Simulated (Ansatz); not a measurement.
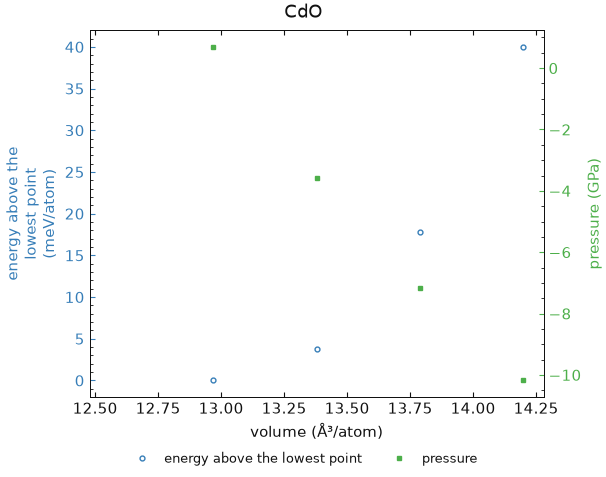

The figure shows the energy above the lowest point and pressure against volume for CdO, space group Fm-3m (No. 225) (one of a set of cubic test structures, which need not be the stable phase).

How it was computed, with Ansatz 0.2.0 development build: equation of state of a cubic crystal from periodic Kohn-Sham density functional theory without spin, third-order Birch-Murnaghan fit to the free energies; pressure corrected for the finite basis. Level: HSE06.

structure type rock salt; atoms in cell 2; space group number 225; lattice centring face-centred primitive; k mesh 4×4×4; occupation method Fermi–Dirac; occupation width 0.05 eV; wave cutoff 420 eV; datasets soft-1 PAW; density tolerance 0 eV; bands 17; density cutoff ratio 4; search for lower states default; exchange singularity regularized.

The point at volume 12.56 Å³/atom is left out of the plot. What does the calculation give there?

```json
{"volume (Å³/atom)": "12.56", "energy above the lowest point (meV/atom)": "8.3", "pressure (GPa)": "5.8"}
```

Limits of the calculation: coarse k-mesh, values are not converged in k.
